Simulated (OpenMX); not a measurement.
# CdS: 7 runs along one coordinate

System: CdS (P6₃mc, 4 atoms in the cell).
Method: Kohn-Sham DFT of a periodic cell, PBE, OpenMX 2013 PBE set, no spin polarisation (OpenMX 3.8.5).

The 7 runs differ only in the geometry, by an even scaling of the cell at fixed fractional positions. The structure derives from an entry of the Crystallography Open Database.

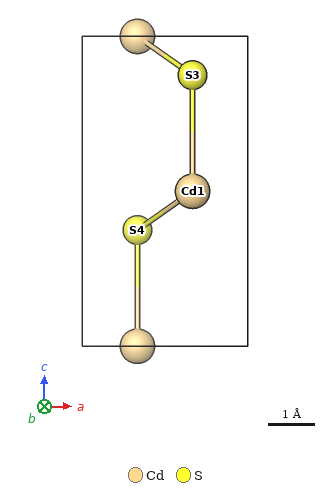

Figure 1. The structure of run 4 (ball-and-stick view of the cell of the calculation, along the b axis; atoms are numbered from 1 in the order of the input). An atom can appear more than once, as a periodic image.

**Input of run 4**
```
System.CurrrentDirectory             ./
System.Name                          CdS
DATA.PATH                            ./DFT_DATA13
level.of.stdout                      1
level.of.fileout                     0
Species.Number                       2
<Definition.of.Atomic.Species
  Cd  Cd7.0-s3p2d1           Cd_PBE13
  S   S7.0-s2p2d1            S_PBE13
Definition.of.Atomic.Species>

Atoms.Number                         4
Atoms.SpeciesAndCoordinates.Unit     FRAC
<Atoms.SpeciesAndCoordinates
    1  Cd    0.6666666667    0.3333333333    0.5000000000   6.000  6.000
    2  Cd    0.3333333333    0.6666666667    0.0000000000   6.000  6.000
    3  S     0.6666666667    0.3333333333    0.8750000000   3.000  3.000
    4  S     0.3333333333    0.6666666667    0.3750000000   3.000  3.000
Atoms.SpeciesAndCoordinates>

Atoms.UnitVectors.Unit               Ang
<Atoms.UnitVectors
     4.1500000000    0.0000000000    0.0000000000
    -2.0750000000    3.5940054257    0.0000000000
     0.0000000000    0.0000000000    6.7370000000
Atoms.UnitVectors>

scf.XcType                           GGA-PBE
scf.SpinPolarization                 off
scf.ElectronicTemperature            580.226
scf.energycutoff                     500.0
scf.maxIter                          100
scf.EigenvalueSolver                 band
scf.Kgrid                            7 7 5
scf.Mixing.Type                      rmm-diisk
scf.Init.Mixing.Weight               0.05
scf.Min.Mixing.Weight                0.001
scf.Max.Mixing.Weight                0.3
scf.Mixing.History                   25
scf.Mixing.StartPulay                8
scf.criterion                        1.0e-8
scf.stress.tensor                    on
MD.Type                              nomd
Band.dispersion                      on
Band.Nkpath                          9
<Band.kpath
   17   0.000000  0.000000  0.000000    0.500000  0.000000  0.000000  G M
   10   0.500000  0.000000  0.000000    0.333333  0.333333  0.000000  M K
   20   0.333333  0.333333  0.000000    0.000000  0.000000  0.000000  K G
    9   0.000000  0.000000  0.000000    0.000000  0.000000  0.500000  G A
   17   0.000000  0.000000  0.500000    0.500000  0.000000  0.500000  A L
   10   0.500000  0.000000  0.500000    0.333333  0.333333  0.500000  L H
   20   0.333333  0.333333  0.500000    0.000000  0.000000  0.500000  H A
    9   0.500000  0.000000  0.500000    0.500000  0.000000  0.000000  L M
    9   0.333333  0.333333  0.000000    0.333333  0.333333  0.500000  K H
Band.kpath>
```

Command:
```bash
openmx CdS.dat -nt 1 > CdS.std
```

Run 6 has the same physical settings and fractional positions; its lattice vectors (Å) are:
```
   4.204612    0.000000    0.000000
  -2.102306    3.641300    0.000000
   0.000000    0.000000    6.825655
```

**Results, with one run withheld**

```tsv
run	volume per atom (Å³)	free energy per atom, from the lowest run given (meV)	gap on the mesh (eV)
1	23.614	48.22	1.48
2	24.116	28.76	1.41
3	24.618	14.52	1.35
4	25.121	5.12	1.28
5	25.623	0.00	1.22
6	26.126	?	?
7	26.628	0.59	1.09
```

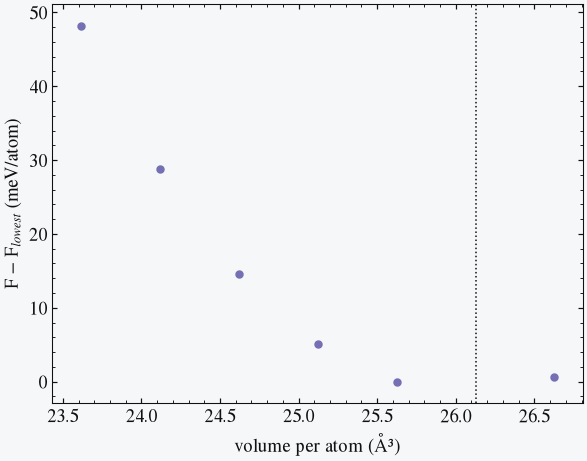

Figure 2. Free energy per atom of the runs given; the dotted line marks run 6.

Fit the runs given and predict run 6.

A cubic polynomial in V^(−2/3) (the Birch–Murnaghan form), fitted to the 6 runs given, misses them by at most 0.04 meV per atom. With x = V^(−2/3) − 0.11721 Å⁻², it reads F = 8.354 + 5671.7 x + 8.3454e+05 x² + 3.4278e+06 x³ (meV per atom). At run 6 it gives −1.40 meV per atom, and the run itself gives −1.43. The fit has its minimum at 26.070 Å³ per atom, where V d²F/dV² gives 56.5 GPa. Cell shape and fractional positions are held, so this is the stiffness under even scaling; the relaxed bulk modulus wasn't computed. The gap on the mesh goes, without turning, from 1.48 eV in run 1 to 1.09 eV in run 7; run 6 has 1.15 eV. These are gaps of this functional on this mesh, which can miss the band edges; they aren't the measured gap.

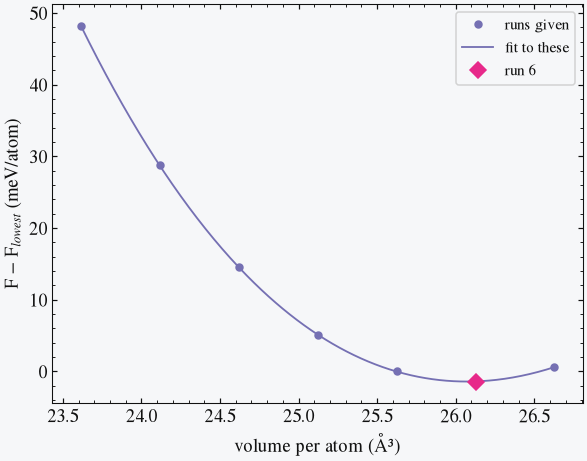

Figure 3. The fit and the withheld run.

**Some lines of the output (run 6)**
```
[...]
  Cell_Volume =    705.217724566545 (Bohr^3)
        Total energy (Hartree) at MD = 1
   kloop=0
   kloop=1
   kloop=122
```

Notes: With a small basis of atomic orbitals these values can differ much from converged plane-wave results.
